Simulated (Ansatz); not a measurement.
# Transmission past a defect: Ta wire along [100], 4 atoms a period, S in place of one Ta

Aim: how much does this defect scatter, and at which energies?

Method: DFT PBE, plane waves, PAW; relaxation of a wire's period, in the first sound run; inputs show where later runs differ, in Ansatz 0.2.0.

**1. Set-up**

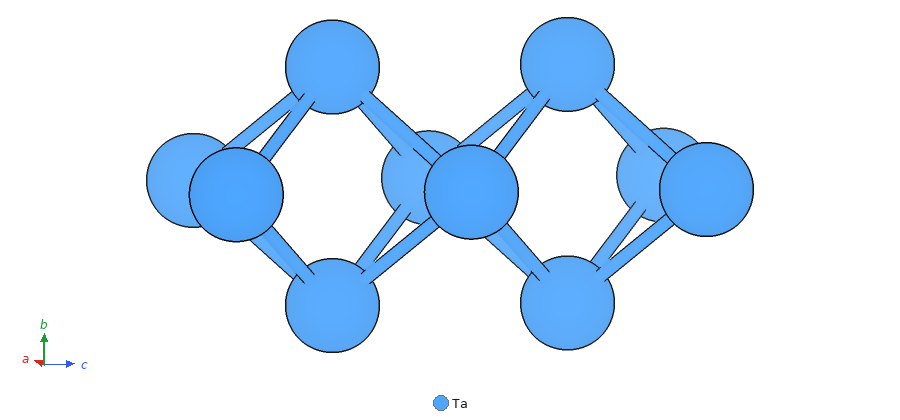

The starting structure, seen from the side, with the c axis across the page (tantalum blue). 1×1×2 cells are drawn. Some periodic images of atoms are drawn too.

The cell holds 4 atoms: 4 Ta. Cell: a = 10.120 Å, b = 10.120 Å, c = 3.320 Å, α = 90.0°, β = 90.0°, γ = 90.0°. Vacuum lies along a and b. The structure's axis is c.

**2. Relaxing the period**

Band widths follow the bond lengths, so the wire is relaxed first. The atoms and the third cell vector are free; the box across stays fixed as vacuum. A Fermi-Dirac smearing is set since the result may be a metal. The pressure printed is a third of the stress's trace over the whole box, vacuum included; only the stress along the axis is relaxed.

Input file input.yaml:

```yaml
crystal:
  lattice:
    - [10.12, 0.0, 0.0]
    - [0.0, 10.12, 0.0]
    - [0.0, 0.0, 3.32]
  atoms:
    - { symbol: Ta, position: [0.335968379, 0.5, 0.0] }
    - { symbol: Ta, position: [0.664031621, 0.5, 0.0] }
    - { symbol: Ta, position: [0.5, 0.335968379, 0.5] }
    - { symbol: Ta, position: [0.5, 0.664031621, 0.5] }
kpoints:
  mp_grid: { grid: [1, 1, 25] }
scf:
  occupations: { method: fermi_dirac, width: 0.05 }
hamiltonian:
  xc: pbe
relax:
  cell: { fix: [a, b, alpha, beta, gamma] }
  max_steps: 60
```

On the command line:

```bash
$ ansatz run input.yaml --threads 4 --pin off --max-ram 16384MiB --backend cpu --events-out ev --progress --plain --runs-dir out
```

Numbers of over 12 decimals in the logs are rounded to 6 here.

The log of the run:

```text
Engine: ansatz 0.2.0, aarch64-unknown-linux-gnu
Pseudopotentials: kind: paw
Pseudopotential: Ta, paw, valence charge 13, recommended cutoff 420 eV (normal), Ta.paw.azcp
Functional definition: PBE
  parameter kappa = 0.804
  parameter beta = 0.066725
  exchange = pbe_x(kappa = kappa, mu = beta*pi^2/3)
  correlation = pbe_c(beta = beta)
Crystal: 4 atoms, lattice volume = 340.016 Å³
Basis set: ecut = 420 eV, 6687 PW (Γ), exchange–correlation on 144×144×48 points (8 copies of the dense FFT grid, shifted against one another)
Bands: 32, of which v1, the nominal top of the filled ones, is band 26 counted from 1 (25 counted from 0)
Symmetry: 16 space group operations
Space group: P42/mmc (ITA 131), of the structure as read, at distance tolerance 7.0e-5 Å
k-points: 13 of 25
Non-local potential: Ta, projectors of the file, l = 0: 3, l = 1: 2, l = 2: 2, l = 3: 1
PAW form: soft (Blöchl's): semilocal exchange-correlation on the pseudo side does not see the compensation charge
PAW one-centre angular grid: Ta, 590 points (default); XC on 64 Gauss nodes
Initial density: superposition of atomic densities (neutral atoms: chi_scale 0, normalization atom), corrected by the library's trained network
Initial wavefunctions: pseudopotential atomic-orbital guess
Functional: x = pbe(κ = 0.804, μ = 0.219515), c = pbe(β = 0.066725)
SCF iter   1: F=—  HF=-39719.548986 eV  |F-HF|=—  |Δ(HF+E_count)|=         —  Δρ=4.90e-3  dr2=1.94e-1  ethr=1.77e-3  ⟨swp⟩=7.1  Hψ=1761  notcnv=0
preconditioner: auto → LDOS  [insulator: Δε(μ)=0.130 eV  Ē_g=2.732 eV  σ=0.050 eV  W_gap=0.57  n_scr=46 (ndim 8)  ℏωp=9.0 eV  f_vac=0.543  D(μ)=4.88/eV (n_scr^D=20)  ε∞_Penn≈11.9  β→1.0]
SCF iter   2: F=—  HF=-39719.536328 eV  |F-HF|=—  |Δ(HF+E_count)|=   1.27e-2  Δρ=1.94e-3  dr2=3.77e-2  ethr=3.74e-4  ⟨swp⟩=3.8  Hψ=804  notcnv=0
SCF iter   3: F=—  HF=-39719.534726 eV  |F-HF|=—  |Δ(HF+E_count)|=   1.60e-3  Δρ=9.42e-4  dr2=1.29e-2  ethr=7.25e-5  ⟨swp⟩=3.0  Hψ=768  notcnv=0
SCF iter   4: F=—  HF=-39719.533906 eV  |F-HF|=—  |Δ(HF+E_count)|=   8.20e-4  Δρ=3.98e-4  dr2=1.66e-3  ethr=2.48e-5  ⟨swp⟩=2.1  Hψ=578  notcnv=0
SCF iter   5: F=—  HF=-39719.533809 eV  |F-HF|=—  |Δ(HF+E_count)|=   9.76e-5  Δρ=8.48e-5  dr2=9.94e-5  ethr=3.20e-6  ⟨swp⟩=2.2  Hψ=502  notcnv=0
SCF iter   6: F=—  HF=-39719.533999 eV  |F-HF|=—  |Δ(HF+E_count)|=   1.90e-4  Δρ=1.52e-5  dr2=1.56e-6  ethr=1.91e-7  ⟨swp⟩=2.0  Hψ=549  notcnv=0
SCF iter   7: F=-39719.533999 eV  HF=-39719.533999 eV  |F-HF|=4.11e-8  |Δ(HF+E_count)|=   7.75e-7  Δρ=3.66e-6  dr2=5.38e-8  ethr=1.92e-10  ⟨swp⟩=4.5  Hψ=2107  notcnv=0
SCF 1 converged in 7 iterations: F = -39719.533999 eV  dr2 = 5.38e-8
  greatest PAW one-centre occupation: 0.999 electrons in one spin orbital (limit 2), on the Ta atom at site 3 (counted from 0), in its partial waves of l = 0
relax step   1: F+E_penalty+E_count = -39719.53399937 eV  Δ(F+E_penalty+E_count) = +0.000e0 eV  max|allowed force component| = 3.255e0 eV/Å  Δτ_max = 0.0000 Å  P = -6.114 GPa  Ω = 340.016 Å³  fix = [a, b, alpha, beta, gamma]  reactions: a -5.187, b -5.187 GPa  (7 SCF iters, dr2 threshold 1.00e-7 eV, accepted)
Crystal: 4 atoms, lattice volume = 332.255 Å³
Basis set: ecut = 420 eV, 6535 PW (Γ), exchange–correlation on 144×144×48 points (8 copies of the dense FFT grid, shifted against one another)
Initial density: handed on by an earlier stage of this run
Initial wavefunctions: those handed on with the density
SCF iter   1: F=—  HF=-39721.543820 eV  |F-HF|=—  |Δ(HF+E_count)|=         —  Δρ=1.55e-2  dr2=2.38e0  ethr=3.10e-3  ⟨swp⟩=11.8  Hψ=2321  notcnv=0
preconditioner: auto → LDOS  [metal: Δε(μ)=0.049 eV  Ē_g=3.550 eV  σ=0.050 eV  W_gap=0.24  n_scr=38 (ndim 8)  ℏωp=9.1 eV  f_vac=0.595  D(μ)=6.00/eV (n_scr^D=24)  β→1.0]
SCF iter   2: F=—  HF=-39721.361653 eV  |F-HF|=—  |Δ(HF+E_count)|=   1.82e-1  Δρ=1.10e-2  dr2=1.48e0  ethr=3.10e-3  ⟨swp⟩=3.9  Hψ=1005  notcnv=0  defer=2
SCF iter   3: F=—  HF=-39721.133868 eV  |F-HF|=—  |Δ(HF+E_count)|=   2.28e-1  Δρ=2.02e-3  dr2=4.20e-2  ethr=2.85e-3  ⟨swp⟩=3.2  Hψ=799  notcnv=0
SCF iter   4: F=—  HF=-39721.132360 eV  |F-HF|=—  |Δ(HF+E_count)|=   1.51e-3  Δρ=6.10e-4  dr2=2.41e-3  ethr=8.07e-5  ⟨swp⟩=2.4  Hψ=756  notcnv=0
SCF iter   5: F=—  HF=-39721.133514 eV  |F-HF|=—  |Δ(HF+E_count)|=   1.15e-3  Δρ=1.62e-4  dr2=1.56e-4  ethr=4.63e-6  ⟨swp⟩=2.2  Hψ=604  notcnv=0
SCF iter   6: F=—  HF=-39721.133778 eV  |F-HF|=—  |Δ(HF+E_count)|=   2.64e-4  Δρ=3.55e-5  dr2=4.13e-6  ethr=2.99e-7  ⟨swp⟩=2.4  Hψ=612  notcnv=0
SCF iter   7: F=-39721.133785 eV  HF=-39721.133785 eV  |F-HF|=1.54e-7  |Δ(HF+E_count)|=   6.59e-6  Δρ=6.36e-6  dr2=1.62e-7  ethr=7.69e-10  ⟨swp⟩=6.5  Hψ=1832  notcnv=0
SCF 2 converged in 7 iterations: F = -39721.133785 eV  dr2 = 1.62e-7
  greatest PAW one-centre occupation: 1.000 electrons in one spin orbital (limit 2), on the Ta atom at site 3 (counted from 0), in its partial waves of l = 0
relax step   2: F+E_penalty+E_count = -39721.13378505 eV  Δ(F+E_penalty+E_count) = -1.600e0 eV  max|allowed force component| = 4.878e-1 eV/Å  Δτ_max = 0.1911 Å  P = +0.107 GPa  Ω = 332.255 Å³  energy of the carried Pulay correction = +4.911e-4 eV  fix = [a, b, alpha, beta, gamma]  reactions: a +0.651, b +0.651 GPa  (7 SCF iters, dr2 threshold 4.00e-7 eV, accepted)
Crystal: 4 atoms, lattice volume = 315.672 Å³
Basis set: ecut = 420 eV, 6143 PW (Γ), exchange–correlation on 144×144×48 points (8 copies of the dense FFT grid, shifted against one another)
iter 1 solved again at ethr=1.96e-4 eV; its pass at ethr=3.10e-3 eV (dr2=1.02e-1 eV) is discarded
SCF iter   1: F=—  HF=-39721.186202 eV  |F-HF|=—  |Δ(HF+E_count)|=         —  Δρ=6.11e-3  dr2=1.02e-1  ethr=1.96e-4  ⟨swp⟩=1.7  Hψ=2718  notcnv=0
preconditioner: auto → LDOS  [metal: Δε(μ)=0.083 eV  Ē_g=3.230 eV  σ=0.050 eV  W_gap=0.39  n_scr=36 (ndim 8)  ℏωp=9.3 eV  f_vac=0.569  D(μ)=5.23/eV (n_scr^D=20)  β→1.0]
SCF iter   2: F=—  HF=-39721.187928 eV  |F-HF|=—  |Δ(HF+E_count)|=   1.73e-3  Δρ=3.14e-3  dr2=1.47e-1  ethr=1.96e-4  ⟨swp⟩=3.3  Hψ=890  notcnv=0
SCF iter   3: F=—  HF=-39721.163474 eV  |F-HF|=—  |Δ(HF+E_count)|=   2.45e-2  Δρ=9.00e-4  dr2=4.17e-3  ethr=1.96e-4  ⟨swp⟩=3.3  Hψ=878  notcnv=0
SCF iter   4: F=—  HF=-39721.163377 eV  |F-HF|=—  |Δ(HF+E_count)|=   9.62e-5  Δρ=1.89e-4  dr2=2.25e-4  ethr=8.02e-6  ⟨swp⟩=2.8  Hψ=833  notcnv=0
SCF iter   5: F=—  HF=-39721.163663 eV  |F-HF|=—  |Δ(HF+E_count)|=   2.86e-4  Δρ=5.64e-5  dr2=1.78e-5  ethr=4.32e-7  ⟨swp⟩=2.0  Hψ=549  notcnv=0
SCF iter   6: F=-39721.163674 eV  HF=-39721.163673 eV  |F-HF|=4.31e-7  |Δ(HF+E_count)|=   1.02e-5  Δρ=9.81e-6  dr2=3.12e-7  ethr=7.69e-10  ⟨swp⟩=5.0  Hψ=2066  notcnv=0
SCF 3 converged in 6 iterations: F = -39721.163674 eV  dr2 = 3.12e-7
relax step   3: F+E_penalty+E_count = -39721.16367364 eV  Δ(F+E_penalty+E_count) = -2.989e-2 eV  max|allowed force component| = 2.208e-1 eV/Å  Δτ_max = 0.0700 Å  P = -0.323 GPa  Ω = 315.672 Å³  energy of the carried Pulay correction = +1.579e-3 eV  fix = [a, b, alpha, beta, gamma]  reactions: a -0.378, b -0.378 GPa  (6 SCF iters, dr2 threshold 4.00e-7 eV, accepted)
[...]
relax step   4: F+E_penalty+E_count = -39721.17105353 eV  Δ(F+E_penalty+E_count) = -7.380e-3 eV  max|allowed force component| = 7.336e-2 eV/Å  Δτ_max = 0.0125 Å  P = +0.011 GPa  Ω = 316.604 Å³  energy of the carried Pulay correction = +1.517e-3 eV  fix = [a, b, alpha, beta, gamma]  reactions: a -0.143, b -0.143 GPa  (6 SCF iters, dr2 threshold 4.00e-7 eV, accepted)
[...]
relax step   5: F+E_penalty+E_count = -39721.03990766 eV  Δ(F+E_penalty+E_count) = +1.311e-1 eV  max|allowed force component| = 1.460e0 eV/Å  Δτ_max = 0.0829 Å  P = +1.528 GPa  Ω = 329.670 Å³  energy of the carried Pulay correction = +6.572e-4 eV  fix = [a, b, alpha, beta, gamma]  (7 SCF iters, dr2 threshold 3.36e-7 eV, rejected (line search))
[...]
relax step   6: F+E_penalty+E_count = -39721.19270372 eV  Δ(F+E_penalty+E_count) = -2.165e-2 eV  max|allowed force component| = 2.281e-2 eV/Å  Δτ_max = 0.0232 Å  P = -0.014 GPa  Ω = 322.866 Å³  energy of the carried Pulay correction = +1.101e-3 eV  fix = [a, b, alpha, beta, gamma]  reactions: a -0.062, b -0.062 GPa  (10 SCF iters, accepted)
[...]
relax step   7: F+E_penalty+E_count = -39721.19249426 eV  Δ(F+E_penalty+E_count) = +2.095e-4 eV  max|allowed force component| = 3.152e-2 eV/Å  Δτ_max = 0.0045 Å  P = -0.020 GPa  Ω = 324.181 Å³  energy of the carried Pulay correction = +1.014e-3 eV  fix = [a, b, alpha, beta, gamma]  (6 SCF iters, dr2 threshold 3.25e-8 eV, rejected (line search))
[...]
relax step   8: F+E_penalty+E_count = -39721.19290074 eV  Δ(F+E_penalty+E_count) = -1.970e-4 eV  max|allowed force component| = 5.659e-3 eV/Å  Δτ_max = 0.0023 Å  P = -0.015 GPa  Ω = 323.523 Å³  energy of the carried Pulay correction = +1.057e-3 eV  fix = [a, b, alpha, beta, gamma]  reactions: a -0.020, b -0.020 GPa  (8 SCF iters, accepted)
Initial wavefunctions: pseudopotential atomic-orbital guess (no wavefunctions were taken with the density)
iter 1 solved again at ethr=9.57e-8 eV; its pass at ethr=3.10e-3 eV (dr2=4.97e-5 eV) is discarded
SCF iter   1: F=—  HF=-39721.191908 eV  |F-HF|=—  |Δ(HF+E_count)|=         —  Δρ=4.02e-5  dr2=5.60e-7  ethr=9.57e-8  ⟨swp⟩=5.8  Hψ=3513  notcnv=0
preconditioner: auto → LDOS  [metal: Δε(μ)=0.092 eV  Ē_g=3.278 eV  σ=0.050 eV  W_gap=0.39  n_scr=38 (ndim 8)  ℏωp=9.2 eV  f_vac=0.583  D(μ)=4.96/eV (n_scr^D=20)  β→1.0]
SCF iter   2: F=—  HF=-39721.192068 eV  |F-HF|=—  |Δ(HF+E_count)|=   1.59e-4  Δρ=2.85e-6  dr2=1.11e-8  ethr=1.08e-9  ⟨swp⟩=2.4  Hψ=772  notcnv=0
SCF iter   3: F=—  HF=-39721.192068 eV  |F-HF|=—  |Δ(HF+E_count)|=  6.62e-10  Δρ=5.65e-7  dr2=1.39e-9  ethr=2.13e-11  ⟨swp⟩=2.8  Hψ=855  notcnv=0
SCF iter   4: F=—  HF=-39721.192068 eV  |F-HF|=—  |Δ(HF+E_count)|=  4.07e-10  Δρ=1.87e-7  dr2=4.46e-10  ethr=2.67e-12  ⟨swp⟩=2.6  Hψ=840  notcnv=0
SCF iter   5: F=-39721.192068 eV  HF=-39721.192068 eV  |F-HF|=2.18e-11  |Δ(HF+E_count)|=    0.00e0  Δρ=6.64e-8  dr2=1.25e-11  ethr=1.00e-12  ⟨swp⟩=4.2  Hψ=1881  notcnv=0
SCF 9 converged in 5 iterations: F = -39721.192068 eV  dr2 = 1.25e-11
relax step   9: F+E_penalty+E_count = -39721.19206754 eV  Δ(F+E_penalty+E_count) = +8.332e-4 eV  max|allowed force component| = 5.969e-3 eV/Å  Δτ_max = 0.0000 Å  P = -0.016 GPa  Ω = 323.523 Å³  fix = [a, b, alpha, beta, gamma]  reactions: a -0.020, b -0.020 GPa  stress off target by 9.36e-3 GPa on what of the cell is left free  SCF on the basis re-selected at this cell (its energy is not comparable with the rows above)  (5 SCF iters)
basis re-selected at this cell: Δ(F+E_penalty+E_count) = +8.332e-4 eV, ΔP = -0.001 GPa vs the last step (what re-selecting the basis moved, of the pressure what is left beyond the Pulay correction that the steps carried, after the strain that the cell walked since its last selection, with what the two solves' SCF thresholds leave and, on support functions, any second-order correction that the steps lacked; it is no m [...]
SCF converged after 5 iterations
Free energy (F): -39721.192068 eV
Harris-Foulkes:  -39721.192068 eV  (|F-HF|=2.18e-11)
Internal energy: -39721.151017 eV  (E = F + TS)
E sigma→0 (E₀):  -39721.171542 eV
Entropy (-TS):   -0.041050 eV (-10.263 meV/atom)
Fermi energy:    1.740860 eV
--- Per-component energies (eV) ---
  E_band       = -1317.107379
  E_kinetic    = 1457.241138
  E_local      = -14420.957641  (includes V_loc(G=0)·N_el)
  E_nonlocal   = 66.453650
  E_hartree    = 6418.763675
  E_xc         = -866.236003
  E_vxc        = -805.933977  (∫ρ·V_xc dr)
  E_paw        = -33587.010658  (= ΣΔE_a)
  E_vpaw       = -451.438269  (= ΣTr[D̂ρ^β])
  E_aug_tail   = 0.000594  (compensation charges beyond the density's cutoff)
  E_ewald      = 1210.594228
  E_smearing   = -0.041050  (= −TS)
  E_closure    = -0.000000  (closes the sum)
  Σ components = -39721.192068   (vs F -39721.192068, Δ=0.00e0)
--- Forces (eV/Å), atoms counted from 1 ---
  atom   1  Ta    -0.00596862    -0.00000000    -0.00000000
  atom   2  Ta     0.00596862     0.00000000    -0.00000000
  atom   3  Ta     0.00000000    -0.00596862    -0.00000000
  atom   4  Ta    -0.00000000     0.00596862    -0.00000000
  max |Σ_I F_I| component: 8.67e-19 eV/Å
--- Stress (GPa, compression-positive) ---
       -0.019537       0.000000       0.000000
        0.000000      -0.019537       0.000000
        0.000000       0.000000      -0.009357
  P = ⅓ Tr σ = -0.0161 GPa (-0.161 kbar)
--- Relaxed structure (8 steps of the walk, 6 accepted, 1 SCFs on fresh bases) ---
  F+E_penalty+E_count = -39721.19206754 eV   max|allowed force component| = 5.969e-3 eV/Å   (the final SCF, on the basis selected at the relaxed cell)
  cell:  # Å, volume = 323.5231 Å³
    - [10.12, 0.0, 0.0]
    - [0.0, 10.12, 0.0]
    - [0.0, 0.0, 3.158961]
  atoms:
    - { symbol: Ta, position: [0.351692, 0.500000, 0.0] }
    - { symbol: Ta, position: [0.648308, 0.500000, 0.0] }
    - { symbol: Ta, position: [0.500000, 0.351692, 0.5] }
    - { symbol: Ta, position: [0.500000, 0.648308, 0.5] }
```

It took 19 s on 4 threads of Arm Neoverse V1, shared host; peak memory 0.67 GiB; 73 s of CPU time.

Relaxation path:

```csv
step,energy less that of the first step (eV),largest force component (eV/Å),pressure (GPa),volume (Å³)
1,0.0000,3.2554,-6.11,340.02
2,-1.5998,0.4878,0.11,332.25
3,-1.6297,0.2208,-0.32,315.67
4,-1.6371,0.0734,0.01,316.60
5,-1.5059,1.4602,1.53,329.67
6,-1.6587,0.0228,-0.01,322.87
7,-1.6585,0.0315,-0.02,324.18
8,-1.6589,0.0057,-0.01,323.52
9*,-1.6581,0.0060,-0.02,323.52
```

Relaxation steps marked * repeat the geometry before them on a plane-wave basis chosen anew for their cell, so energy and pressure can jump there. Relaxation steps 5, 7 were tried and not accepted.

Forces are held to the 16 operations that the run works with; a distortion that breaks them can't arise in this run.

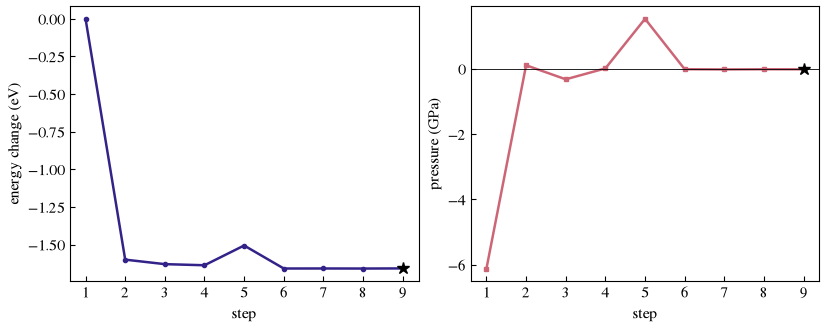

Energy and pressure along the relaxation. Stars mark steps on a basis chosen anew.

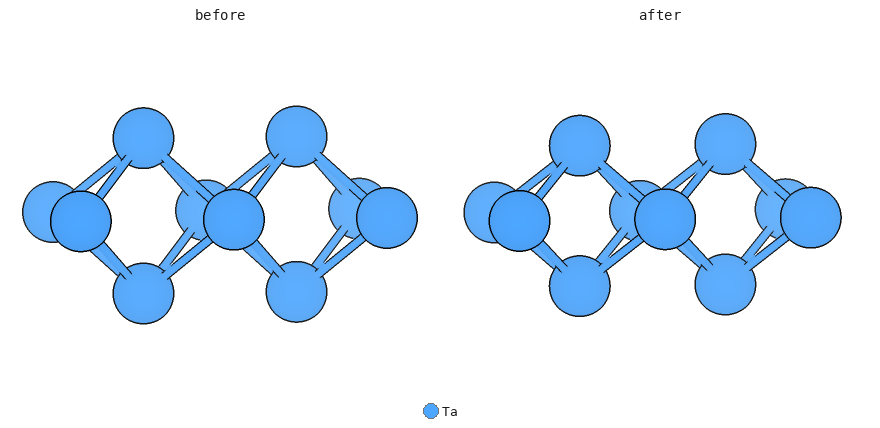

Before and after, at one scale.

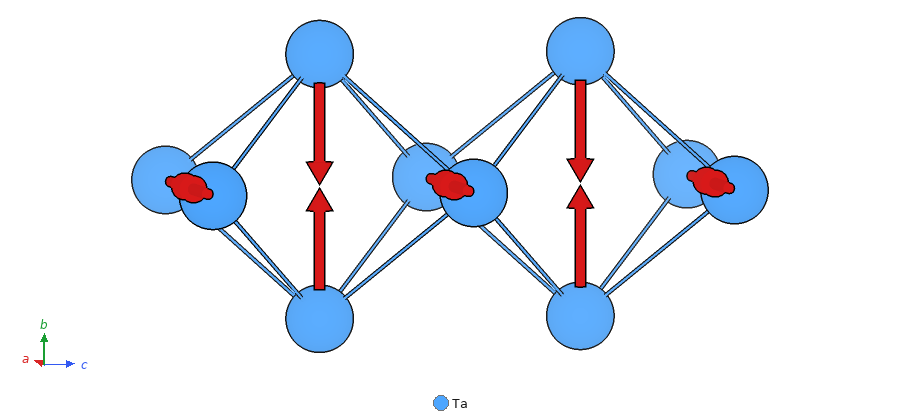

Displacements in the relaxation, exaggerated, measured against the changing cell; the longest in the cell stands for 0.16 Å. 1×1×2 cells are drawn. Some periodic images of atoms are drawn too.

```csv
cell as run,before,after,change
c (Å),3.320,3.159,-4.9 %
```

The atoms that moved most (Å, along periodic axes as changes of fractional coordinates times the final cell, across vacuum about the mean position):

```csv
atom,dx,dy,dz,length
Ta2,-0.159,0.000,0.000,0.159
Ta4,0.000,-0.159,0.000,0.159
Ta1,0.159,0.000,0.000,0.159
Ta3,0.000,0.159,0.000,0.159
```

Final coordinates:

```xyz
4
Lattice="10.1200 0.0000 0.0000 0.0000 10.1200 0.0000 0.0000 0.0000 3.1590" Properties=species:S:1:pos:R:3
Ta    3.5591    5.0600    0.0000
Ta    6.5609    5.0600    0.0000
Ta    5.0600    3.5591    1.5795
Ta    5.0600    6.5609    1.5795
```

This step gave:

| Item | Value |
| --- | --- |
| energy at zero smearing | -39721.1715 eV |
| cell length along the wire | 3.159 Å |

The cell's length comes to 3.159 Å with spin left out.

(Part 1 of 3 ends here.)

[Logs are printed without paths, hosts, clocks, repeated set-up lines and the standing remarks that a program may print on its own settings, such as how far it seeks lower states.]

[Hosts, paths, dates, database ids (printed as entryN), source tags and the programs' standing remarks are cut or masked in the printed files.]
